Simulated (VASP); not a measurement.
**SiNi3: Si into a neighbouring Si vacancy**

Wanted: the minimum-energy path in SiNi3 for this move: Si into a neighbouring Si vacancy. The start is a cell from a database of measured crystal structures.

Calculated with VASP 6.6.1; PBE, spin-polarised from a ferromagnetic start; plane waves and PAW (Ni, Si).

The database entry behind the starting cell differs from later determinations by our own check (an axis about 0.9 % long against later determinations), so it need not match the best structure at ambient conditions.

### 1. The host crystal

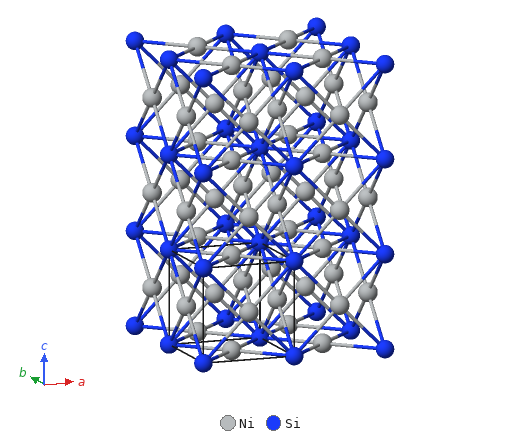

Start, viewed slightly off an axis; nickel light grey, silicon blue. 2×2×3 cells are drawn. Some periodic images of atoms are drawn too.

Coordinates:

```xyz
4
Lattice="3.5420 0.0000 0.0000 0.0000 3.5420 0.0000 0.0000 0.0000 3.5420" Properties=species:S:1:pos:R:3 pbc="T T T"
Ni    1.7710    1.7710    0.0000
Ni    1.7710    0.0000    1.7710
Ni    0.0000    1.7710    1.7710
Si    0.0000    0.0000    0.0000
```

### 2. Relax the host

First cell and atoms are relaxed at a raised cutoff, so that later runs start from this functional's own cell.

File INCAR:

```
SYSTEM = SiNi3
PREC = Accurate
ENCUT = 360
EDIFF = 1E-06
NELM = 120
ISMEAR = 1
SIGMA = 0.15
LREAL = .FALSE.
ALGO = Normal
GGA = PE
NBANDS = 27
ISPIN = 2
MAGMOM = 1 1 1 0
LASPH = .TRUE.
LMAXMIX = 4
LORBIT = 11
LWAVE = .FALSE.
LCHARG = .FALSE.
KPAR = 3
IBRION = 2
NSW = 40
ISIF = 3
EDIFFG = -0.02
POTIM = 0.4
```

File POSCAR:

```
SiNi3
1.0
    3.5420000000      0.0000000000      0.0000000000
    0.0000000000      3.5420000000      0.0000000000
    0.0000000000      0.0000000000      3.5420000000
Ni Si
3 1
Direct
    0.5000000000      0.5000000000      0.0000000000
    0.5000000000      0.0000000000      0.5000000000
    0.0000000000      0.5000000000      0.5000000000
    0.0000000000      0.0000000000      0.0000000000
```

File KPOINTS:

```
Automatic mesh
0
Gamma
7 7 7
0 0 0
```

The projector-augmented-wave data sets are Ni and Si (PBE family, release 64).

Started as:

```console
> mpirun -np 3 vasp_std
```

Output:

```text
[banner, memory and clock lines left out]
running    3 mpi-ranks, on    1 nodes
 distrk:  each k-point on    1 cores,    3 groups
 distr:  one band on    1 cores,    1 groups

 POSCAR found type information on POSCAR NiSi
 POSCAR found :  2 types and       4 ions
 LDA part: xc-table for (Slater+PW92), standard interpolation
 POSCAR, INCAR and KPOINTS ok, starting setup
 FFT: planning ... GRIDC
 FFT: planning ... GRID_SOFT
 FFT: planning ... GRID
 WAVECAR not read
 entering main loop
       N       E                     dE             d eps       ncg     rms          rms(c)
DAV:   1     0.169955729731E+03    0.16996E+03   -0.11545E+04  2184   0.125E+03
DAV:   2    -0.178109387838E+02   -0.18777E+03   -0.17538E+03  2160   0.271E+02
DAV:   3    -0.269446490153E+02   -0.91337E+01   -0.87119E+01  2441   0.756E+01
DAV:   4    -0.270963884944E+02   -0.15174E+00   -0.15147E+00  2399   0.925E+00
DAV:   5    -0.271010469789E+02   -0.46585E-02   -0.46580E-02  2578   0.149E+00    0.197E+01
DAV:   6    -0.275841705688E+02   -0.48312E+00   -0.29838E+01  2573   0.970E+01    0.192E+01
DAV:   7    -0.237201456538E+02    0.38640E+01   -0.10726E+01  2591   0.547E+01    0.382E+00
DAV:   8    -0.236817250700E+02    0.38421E-01   -0.30265E-01  2520   0.437E+00    0.153E+00
DAV:   9    -0.236720949938E+02    0.96301E-02   -0.18207E-02  2976   0.160E+00    0.647E-01
DAV:  10    -0.236705838652E+02    0.15111E-02   -0.14915E-03  2797   0.400E-01    0.338E-01
DAV:  11    -0.236699215553E+02    0.66231E-03   -0.34252E-04  2922   0.307E-01    0.104E-01
DAV:  12    -0.236699868499E+02   -0.65295E-04   -0.15027E-04  2916   0.146E-01    0.456E-02
DAV:  13    -0.236699928482E+02   -0.59983E-05   -0.17879E-05  2639   0.527E-02    0.208E-02
DAV:  14    -0.236699894135E+02    0.34347E-05   -0.28193E-06  2478   0.197E-02    0.745E-03
DAV:  15    -0.236699889911E+02    0.42246E-06   -0.10129E-06  1305   0.118E-02
   1 F= -.23669989E+02 E0= -.23671819E+02  d E =-.236700E+02  mag=     0.0003
 curvature:   0.00 expect dE= 0.000E+00 dE for cont linesearch  0.000E+00
 trial: gam= 0.00000 g(F)=  0.000E+00 g(S)=  0.931E-01 ort = 0.000E+00 (trialstep = 0.100E+01)
 search vector abs. value=  0.931E-01
 bond charge predicted
       N       E                     dE             d eps       ncg     rms          rms(c)
DAV:   1    -0.253737085075E+02   -0.17037E+01   -0.13281E+01  2280   0.531E+01    0.114E+01
DAV:   2    -0.251863154340E+02    0.18739E+00   -0.10727E+01  2558   0.612E+01    0.934E+00
DAV:   3    -0.237427091435E+02    0.14436E+01   -0.36062E+00  2574   0.330E+01    0.195E+00
DAV:   4    -0.236954679284E+02    0.47241E-01   -0.66704E-02  2825   0.262E+00    0.684E-01
DAV:   5    -0.236896679749E+02    0.58000E-02   -0.41821E-03  3152   0.643E-01    0.231E-01
DAV:   6    -0.236895675566E+02    0.10042E-03   -0.12168E-03  2214   0.307E-01    0.581E-02
DAV:   7    -0.236895594627E+02    0.80939E-05   -0.83876E-05  2610   0.982E-02    0.245E-02
DAV:   8    -0.236895536747E+02    0.57880E-05   -0.83119E-06  2919   0.395E-02    0.673E-03
DAV:   9    -0.236895526985E+02    0.97618E-06   -0.85638E-07  1215   0.135E-02
   2 F= -.23689553E+02 E0= -.23691515E+02  d E =-.195637E-01  mag=     0.0000
 trial-energy change:   -0.019564  1 .order   -0.017381   -0.093080    0.058319
 step:   0.6349(harm=  0.6148)  dis= 0.00000  next Energy=   -23.700094 (dE=-0.301E-01)
 bond charge predicted
       N       E                     dE             d eps       ncg     rms          rms(c)
DAV:   1    -0.239305390577E+02   -0.24099E+00   -0.18099E+00  2271   0.203E+01    0.432E+00
DAV:   2    -0.239454827551E+02   -0.14944E-01   -0.17596E+00  2580   0.233E+01    0.359E+00
DAV:   3    -0.237056783988E+02    0.23980E+00   -0.47162E-01  2586   0.129E+01    0.657E-01
DAV:   4    -0.237008501264E+02    0.48283E-02   -0.12397E-02  2252   0.689E-01    0.214E-01
DAV:   5    -0.237003318123E+02    0.51831E-03   -0.67934E-04  3038   0.403E-01    0.591E-02
DAV:   6    -0.237003277364E+02    0.40759E-05   -0.15937E-04  2238   0.114E-01    0.194E-02
DAV:   7    -0.237003348834E+02   -0.71470E-05   -0.10641E-05  2831   0.323E-02    0.107E-02
DAV:   8    -0.237003373522E+02   -0.24688E-05   -0.64849E-07  1227   0.121E-02    0.230E-03
DAV:   9    -0.237003372488E+02    0.10339E-06   -0.23396E-07  1131   0.712E-03
   3 F= -.23700337E+02 E0= -.23702253E+02  d E =-.303483E-01  mag=     0.0000
 curvature:  -0.31 expect dE=-0.477E-06 dE for cont linesearch -0.477E-06
 trial: gam= 0.00000 g(F)=  0.596E-64 g(S)=  0.156E-05 ort =-0.380E-03 (trialstep = 0.927E+00)
 search vector abs. value=  0.156E-05
 reached required accuracy - stopping structural energy minimisation
```

Run time: 18 s. Hardware: 3 MPI ranks of AMD EPYC 9R45, shared host; peak memory 0.4 GiB; 52 s of CPU time.

The logs omit lines about the potential files and the build; timing stands in the text.

OUTCAR, selected parts (step 2):

```text
ion  position               nearest neighbor table
   1  0.500  0.500  0.000-   2 2.50   3 2.50   4 2.50   2 2.50   3 2.50   2 2.50   4 2.50   2 2.50
                             3 2.50   4 2.50   3 2.50   4 2.50
   2  0.500  0.000  0.500-   1 2.50   3 2.50   4 2.50   1 2.50   4 2.50   1 2.50   3 2.50   1 2.50
                             3 2.50   4 2.50   4 2.50   3 2.50
   3  0.000  0.500  0.500-   1 2.50   2 2.50   4 2.50   1 2.50   4 2.50   2 2.50   4 2.50   4 2.50
                             1 2.50   2 2.50   1 2.50   2 2.50
   4  0.000  0.000  0.000-   1 2.50   2 2.50   3 2.50   2 2.50   3 2.50   1 2.50   3 2.50   3 2.50
                             1 2.50   2 2.50   2 2.50   1 2.50

  LATTYP: Found a simple cubic cell.
 ALAT       =     3.5420000000

 Subroutine GETGRP returns: Found 48 space group operations
 (whereof 48 operations were pure point group operations)

The static configuration has the point symmetry O_h .

 Found     20 irreducible k-points:

   k-points           NKPTS =     20   k-points in BZ     NKDIM =     20   number of bands    NBANDS=     27

   dimension x,y,z NGX =    24 NGY =   24 NGZ =   24
   dimension x,y,z NGXF=    48 NGYF=   48 NGZF=   48

   ENCUT  =  360.0 eV  26.46 Ry    5.14 a.u.   5.48  5.48  5.48*2*pi/ulx,y,z

   NELECT =      34.0000    total number of electrons

 k-points in reciprocal lattice and weights: Automatic mesh
   0.00000000  0.00000000  0.00000000       0.003
   0.14285714  0.00000000  0.00000000       0.017
   0.28571429  0.00000000  0.00000000       0.017
   0.42857143  0.00000000  0.00000000       0.017
   0.14285714  0.14285714  0.00000000       0.035
   0.28571429  0.14285714  0.00000000       0.070
   0.42857143  0.14285714  0.00000000       0.070
   0.28571429  0.28571429  0.00000000       0.035
   0.42857143  0.28571429  0.00000000       0.070
[...]
0.42857143  0.42857143  0.28571429       0.070
   0.42857143  0.42857143  0.42857143       0.023

 average (electrostatic) potential at core
       1 -80.6534       2 -80.6534       3 -80.6534       4 -79.0587

 E-fermi :  10.6757

 spin component 1
 k-point     1 :       0.0000    0.0000    0.0000
  band No.  band energies     occupation
    ...
     12       9.8063      1.00000
     13       9.8063      1.00000
     14      10.0746      1.00000
     15      10.0746      1.00000
     16      10.4007      1.01318
     17      10.7306      0.21189
     18      10.7306      0.21189
     19      10.7306      0.21188
     20      15.5442      0.00000
     21      17.0362      0.00000
    ...

 k-point     2 :       0.1429    0.0000    0.0000
  band No.  band energies     occupation
    ...
     12       9.9149      1.00000
     13       9.9149      1.00000
     14      10.0483      1.00000
     15      10.0776      1.00000
     16      10.3041      1.00128
     17      10.7310      0.21001
     18      11.2049     -0.00000
     19      11.2049     -0.00000
     20      15.9187      0.00000
     21      16.9858      0.00000
    ...

 k-point     3 :       0.2857    0.0000    0.0000
  band No.  band energies     occupation
    ...
     12       9.6968      1.00000
     13       9.6968      1.00000
     14       9.7736      1.00000
     15       9.9653      1.00000
     16      10.1406      1.00000
     17      10.7318      0.20682
     18      12.4298     -0.00000
     19      12.4298     -0.00000
     20      16.0087      0.00000
     21      16.8502      0.00000
    ...

 k-point     4 :       0.4286    0.0000    0.0000
  band No.  band energies     occupation
    ...
     12       9.4307      1.00000
     13       9.4307      1.00000
     14       9.4606      1.00000
     15       9.6225      1.00000
     16      10.1393      1.00000
     17      10.7322      0.20489
     18      13.8953      0.00000
     19      13.8953      0.00000
     20      15.9320      0.00000
     21      16.4451      0.00000
    ...

 k-point     5 :       0.1429    0.1429    0.0000
  band No.  band energies     occupation
    ...
     13       9.8935      1.00000
     14       9.9230      1.00000
     15      10.1820      1.00002
     16      10.2036      1.00004
     17      10.6125      0.82392
     18      11.1324     -0.00007
     19      11.6985     -0.00000
     20      16.3411      0.00000
     21      17.7495      0.00000
     22      18.0249      0.00000
    ...

 k-point     6 :       0.2857    0.1429    0.0000
  band No.  band energies     occupation
    ...
     13       9.6123      1.00000
     14       9.8618      1.00000
     15      10.0299      1.00000
     16      10.0656      1.00000
     17      10.5491      1.00049
     18      11.7509     -0.00000
     19      12.8066     -0.00000
     20      16.2767      0.00000
     21      16.4852      0.00000
     22      18.0466      0.00000
    ...

  Total        0.0073301      0.0073301      0.0073301      0.0000000     -0.0000000      0.0000000
  in kB        0.2731894      0.2731894      0.2731894      0.0000000     -0.0000000      0.0000000
  external PRESSURE =       0.2731894 kB  Pullay stress =       0.0000000 kB

  energy-cutoff  :      360.00
  volume of cell :       42.99
      direct lattice vectors                 reciprocal lattice vectors
     3.503093516 -0.000000000 -0.000000000     0.285461977  0.000000000  0.000000000
    -0.000000000  3.503093516 -0.000000000     0.000000000  0.285461977  0.000000000
    -0.000000000 -0.000000000  3.503093516     0.000000000  0.000000000  0.285461977

 POSITION                                       TOTAL-FORCE (eV/Angst)
 -----------------------------------------------------------------------------------
      1.75155      1.75155     -0.00000        -0.000000      0.000000      0.000000
      1.75155     -0.00000      1.75155        -0.000000     -0.000000      0.000000
     -0.00000      1.75155      1.75155         0.000000     -0.000000      0.000000
      0.00000      0.00000      0.00000        -0.000000      0.000000      0.000000
 -----------------------------------------------------------------------------------
    total drift:                                0.000000     -0.000000     -0.000000

  FREE ENERGIE OF THE ION-ELECTRON SYSTEM (eV)
  ---------------------------------------------------
  free  energy   TOTEN  =       -23.7003372488 eV

  energy  without entropy=      -23.7060834767  energy(sigma->0) =      -23.70225266

 reached required accuracy - stopping structural energy minimisation

 total charge
# of ion       s       p       d       tot
------------------------------------------
    1        0.486   0.573   8.405   9.464
    2        0.486   0.573   8.405   9.464
    3        0.486   0.573   8.405   9.464
    4        0.730   0.823   0.000   1.552
--------------------------------------------------
tot          2.189   2.541  25.214  29.944

 magnetization (x)
# of ion       s       p       d       tot
------------------------------------------
    1        0.000   0.000   0.000   0.000
    2        0.000   0.000   0.000   0.000
    3        0.000   0.000   0.000   0.000
    4       -0.000  -0.000   0.000  -0.000
--------------------------------------------------
tot          0.000  -0.000   0.000   0.000

[... 5 further parts left out ...]
```

The moments of the start collapse, so the state is non-magnetic; other starts or orders were not tried. The k-mesh is coarse for a metal. The run keeps the 48 symmetry operations of its start, so it cannot find a distortion of lower symmetry.

The steps of the relaxation:

| step | energy less that of the first step (eV) | largest force (eV/Å) | pressure (GPa) | volume (Å³) |
| --- | --- | --- | --- | --- |
| 1 | 0.0000 | 0.0000 | -6.47 | 44.44 |
| 2 | -0.0196 | 0.0000 | 4.27 | 42.17 |
| 3 | -0.0303 | 0.0000 | 0.03 | 42.99 |

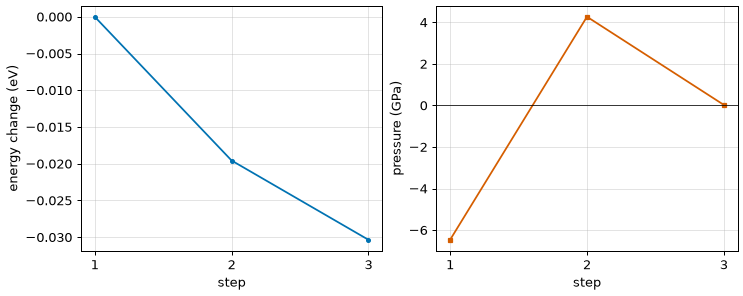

Energy and pressure along the relaxation.

| conventional cell, symmetrised | before | after | change |
| --- | --- | --- | --- |
| a (Å) | 3.542 | 3.503 | -1.1 % |
| b (Å) | 3.542 | 3.503 | -1.1 % |
| c (Å) | 3.542 | 3.503 | -1.1 % |
| volume (Å³/atom) | 11.11 | 10.75 | -3.3 % |

Final coordinates:

```xyz
4
Lattice="3.5031 0.0000 0.0000 0.0000 3.5031 0.0000 0.0000 0.0000 3.5031" Properties=species:S:1:pos:R:3 pbc="T T T"
Ni    1.7515    1.7515    0.0000
Ni    1.7515    0.0000    1.7515
Ni    0.0000    1.7515    1.7515
Si    0.0000    0.0000    0.0000
```

This step gave:

| Item | Value |
| --- | --- |
| electronic steps | 33 |
| electrons | 34 |
| free energy (TOTEN) | -23.70 eV |
| energy at zero smearing | -23.70 eV |
| Fermi energy | 10.68 eV |
| metallic | yes |

The spin moment in the PAW sphere vanishes on all atoms.

The run ended after 3 ionic steps, 0.030 eV below its first step, once forces and stress met EDIFFG = -0.02.

(Part 1 of 4 ends here.)

[Lines on the potential files, build, host, timing and source positions are cut from VASP's logs without a mark.]

[Logs are printed without paths, hosts, clocks, repeated set-up lines and the standing remarks that a program may print on its own settings, such as how far it seeks lower states.]

[Hosts, paths, dates, database ids (printed as entryN), source tags and the programs' standing remarks are cut or masked in the printed files.]

[Runs that stopped without an error message from VASP are left out.]
